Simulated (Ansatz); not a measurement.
## Two runs on CdO

System: CdO (Fm-3m, 2 atoms in the cell).
Method of run 1: Kohn-Sham DFT of a periodic cell, RPBE with D3(BJ), Ansatz PAW, no spin polarisation (Ansatz 0.2.0).

The structure derives from an entry of the Crystallography Open Database. Text and figures count atoms from 1; the logs count them from 0 in places.

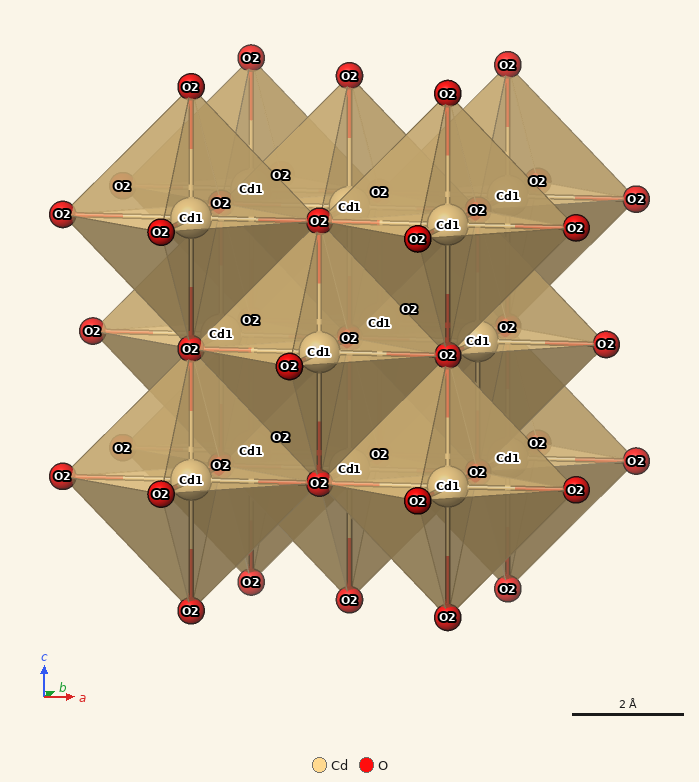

The structure as given in the input (polyhedral view of the cell 4 times as large as that of the calculation, set on its symmetry axes, seen slightly off an axis; polyhedra are completed across the faces of the cell; atoms are numbered from 1 in the order of the input).

The input, run 1:
```yaml
crystal:
  lattice:
    - [0.0, 2.3955803263, 2.3955803263]
    - [2.3955803263, 0.0, 2.3955803263]
    - [2.3955803263, 2.3955803263, 0.0]
  atoms:
    - { symbol: Cd, position: [0.0, 0.0, 0.0] }
    - { symbol: O, position: [0.5, 0.5, 0.5] }
hamiltonian:
  xc: rpbe
  pseudopotentials: { kind: paw }
  dispersion: d3bj
kpoints:
  mp_grid: { grid: [10, 10, 10] }
scf:
  occupations: { method: fermi_dirac, width: 0.05 }
output:
  forces: true
  stress: true
  eigenvalues: true
  write_density: true
  write_potential: true
  elf: true
  volumetric_format: npy
```

Launched with:
```bash
ansatz run input.yaml --threads 2 --pin off --max-ram 5120MiB --backend cpu --events-out ev --progress --plain --runs-dir out
```

Hardware: 2 threads of Arm Neoverse V1, 24 GiB of memory available, shared host.

Output, shortened to warnings, some set-up lines, iterations and results (run 1):
```
Basis set: ecut = 420 eV, 537 PW (Γ), exchange–correlation on 48×48×48 points (8 copies of the dense FFT grid, shifted against one another)
Symmetry: 48 space group operations
k-points: 47 of 1000
Initial density: superposition of atomic densities (neutral atoms: chi_scale 0, normalization atom), corrected by the library's trained network
[...]
SCF iter   1: F=—  HF=-8833.685250 eV  |F-HF|=—  |Δ(HF+E_count)|=         —  Δρ=6.28e-3  dr2=9.03e-3  ethr=1.77e-3  ⟨swp⟩=5.3  Hψ=3603  notcnv=0
SCF iter   2: F=—  HF=-8833.683431 eV  |F-HF|=—  |Δ(HF+E_count)|=   1.82e-3  Δρ=2.21e-3  dr2=1.33e-3  ethr=3.47e-5  ⟨swp⟩=2.1  Hψ=1719  notcnv=0
SCF iter   3: F=—  HF=-8833.683230 eV  |F-HF|=—  |Δ(HF+E_count)|=   2.01e-4  Δρ=9.48e-4  dr2=2.30e-4  ethr=5.10e-6  ⟨swp⟩=2.0  Hψ=1157  notcnv=0
SCF iter   4: F=—  HF=-8833.683198 eV  |F-HF|=—  |Δ(HF+E_count)|=   3.20e-5  Δρ=8.81e-5  dr2=1.04e-6  ethr=8.84e-7  ⟨swp⟩=1.8  Hψ=865  notcnv=0
SCF iter   5: F=—  HF=-8833.683183 eV  |F-HF|=—  |Δ(HF+E_count)|=   1.49e-5  Δρ=1.45e-5  dr2=3.37e-8  ethr=3.99e-9  ⟨swp⟩=2.0  Hψ=1197  notcnv=0
SCF iter   6: F=-8833.683183 eV  HF=-8833.683183 eV  |F-HF|=2.89e-10  |Δ(HF+E_count)|=   4.30e-8  Δρ=1.71e-6  dr2=3.14e-10  ethr=1.30e-10  ⟨swp⟩=4.1  Hψ=4035  notcnv=0
SCF 1 converged in 6 iterations: F = -8833.683183 eV  dr2 = 3.14e-10
SCF converged after 6 iterations
Free energy (F): -8833.683183 eV
Harris-Foulkes:  -8833.683183 eV  (|F-HF|=2.89e-10)
Internal energy: -8833.682630 eV  (E = F + TS)
E sigma→0 (E₀):  -8833.682907 eV
Entropy (-TS):   -0.000553 eV (-0.276 meV/atom)
Fermi energy:    11.895856 eV
--- Per-component energies (eV) ---
  E_band       = -375.047839
  E_kinetic    = 678.794180
  E_local      = -3140.926096  (includes V_loc(G=0)·N_el)
  E_nonlocal   = 81.876807
  E_hartree    = 1449.071404
  E_xc         = -250.454410
  E_vxc        = -314.943977  (∫ρ·V_xc dr)
  E_paw        = -4252.660676  (= ΣΔE_a)
  E_vpaw       = -577.994751  (= ΣTr[D̂ρ^β])
  E_aug_tail   = 0.002364  (compensation charges beyond the density's cutoff)
  E_ewald      = -3396.975790
  E_disp       = -2.277333  (pairwise vdW)
  E_core_change = -0.133081  (= ΣΔE_core)
  E_smearing   = -0.000553  (= −TS)
  E_closure    = 0.000000  (closes the sum)
  Σ components = -8833.683183   (vs F -8833.683183, Δ=0.00e0)
--- Forces (eV/Å), atoms counted from 1 ---
  atom   1  Cd    -0.00000000     0.00000000    -0.00000000
  atom   2  O      0.00000000    -0.00000000     0.00000000
  max |Σ_I F_I| component: 1.26e-29 eV/Å
--- Stress (GPa, compression-positive) ---
      -16.701846       0.000000      -0.000000
        0.000000     -16.701846      -0.000000
        0.000000      -0.000000     -16.701846
  P = ⅓ Tr σ = -16.7018 GPa (-167.018 kbar)
```

The input of run 2 differs as follows (lines with − go, lines with + come):
```diff
-  xc: rpbe
+  xc: { exchange: rpw86, correlation: pbe }
-  dispersion: d3bj
```

How does run 2 compare with run 1?

The total energies belong to different models, so their difference says nothing on which is more stable or more accurate. The pressure goes from −16.70 to 2.97 GPa. The functional changes from RPBE to one typed by its parts (see the changed lines). The number of SCF iterations is the same.

Output, shortened to warnings, some set-up lines, iterations and results (run 2):
```
Basis set: ecut = 420 eV, 537 PW (Γ), exchange–correlation on 48×48×48 points (8 copies of the dense FFT grid, shifted against one another)
Symmetry: 48 space group operations
k-points: 47 of 1000
Initial density: superposition of atomic densities (neutral atoms: chi_scale 0, normalization atom), corrected by the library's trained network
[...]
SCF iter   1: F=—  HF=-8874.391078 eV  |F-HF|=—  |Δ(HF+E_count)|=         —  Δρ=1.74e-2  dr2=6.43e-2  ethr=1.77e-3  ⟨swp⟩=5.1  Hψ=3602  notcnv=0
SCF iter   2: F=—  HF=-8874.377204 eV  |F-HF|=—  |Δ(HF+E_count)|=   1.39e-2  Δρ=4.84e-3  dr2=5.98e-3  ethr=2.47e-4  ⟨swp⟩=2.0  Hψ=1360  notcnv=0
SCF iter   3: F=—  HF=-8874.375949 eV  |F-HF|=—  |Δ(HF+E_count)|=   1.25e-3  Δρ=6.43e-4  dr2=1.13e-4  ethr=2.30e-5  ⟨swp⟩=2.0  Hψ=1256  notcnv=0
SCF iter   4: F=—  HF=-8874.375923 eV  |F-HF|=—  |Δ(HF+E_count)|=   2.59e-5  Δρ=2.74e-4  dr2=1.20e-5  ethr=4.34e-7  ⟨swp⟩=2.3  Hψ=1279  notcnv=0
SCF iter   5: F=—  HF=-8874.376404 eV  |F-HF|=—  |Δ(HF+E_count)|=   4.80e-4  Δρ=4.49e-5  dr2=3.14e-7  ethr=4.63e-8  ⟨swp⟩=2.0  Hψ=1223  notcnv=0
SCF iter   6: F=-8874.376404 eV  HF=-8874.376404 eV  |F-HF|=6.92e-9  |Δ(HF+E_count)|=   2.53e-7  Δρ=5.97e-6  dr2=3.51e-9  ethr=3.85e-10  ⟨swp⟩=8.0  Hψ=4813  notcnv=0
SCF 1 converged in 6 iterations: F = -8874.376404 eV  dr2 = 3.51e-9
SCF converged after 6 iterations
Free energy (F): -8874.376404 eV
Harris-Foulkes:  -8874.376404 eV  (|F-HF|=6.92e-9)
Internal energy: -8874.375849 eV  (E = F + TS)
E sigma→0 (E₀):  -8874.376127 eV
Entropy (-TS):   -0.000555 eV (-0.277 meV/atom)
Fermi energy:    11.798315 eV
--- Per-component energies (eV) ---
  E_band       = -378.158580
  E_kinetic    = 679.612158
  E_local      = -3135.374751  (includes V_loc(G=0)·N_el)
  E_nonlocal   = 77.490515
  E_hartree    = 1446.817585
  E_xc         = -252.572355
  E_vxc        = -316.614584  (∫ρ·V_xc dr)
  E_paw        = -4293.248017  (= ΣΔE_a)
  E_vpaw       = -576.907785  (= ΣTr[D̂ρ^β])
  E_aug_tail   = 0.002382  (compensation charges beyond the density's cutoff)
  E_ewald      = -3396.975790
  E_core_change = -0.127577  (= ΣΔE_core)
  E_smearing   = -0.000555  (= −TS)
  E_closure    = -0.000000  (closes the sum)
  Σ components = -8874.376404   (vs F -8874.376404, Δ=0.00e0)
--- Forces (eV/Å), atoms counted from 1 ---
  atom   1  Cd    -0.00000000     0.00000000    -0.00000000
  atom   2  O      0.00000000    -0.00000000     0.00000000
  max |Σ_I F_I| component: 7.76e-30 eV/Å
--- Stress (GPa, compression-positive) ---
        2.969789      -0.000000      -0.000000
       -0.000000       2.969789      -0.000000
        0.000000      -0.000000       2.969789
  P = ⅓ Tr σ = 2.9698 GPa (29.698 kbar)
```

The two runs side by side:

| quantity | run 1 | run 2 |
| --- | --- | --- |
| outcome | converged | converged |
| free energy per atom (eV) | −4416.8416 | −4437.1882 |
| gap on the mesh (eV) | 0.00 | 0.00 |
| pressure (GPa) | −16.70 | 2.97 |
| largest force (eV/Å) | 0.000 | 0.000 |
| SCF iterations | 6 | 6 |
| irreducible k-points | 47 | 47 |
| plane waves at Γ | 537 | 537 |
| wall time (shared host) | 1.1 s | 1.2 s |

For both runs: Points of doubt noted for this run: forces on files of another functional. For run 1: The cell is under a tension of 16.7 GPa at this level, so it is not at its equilibrium volume.
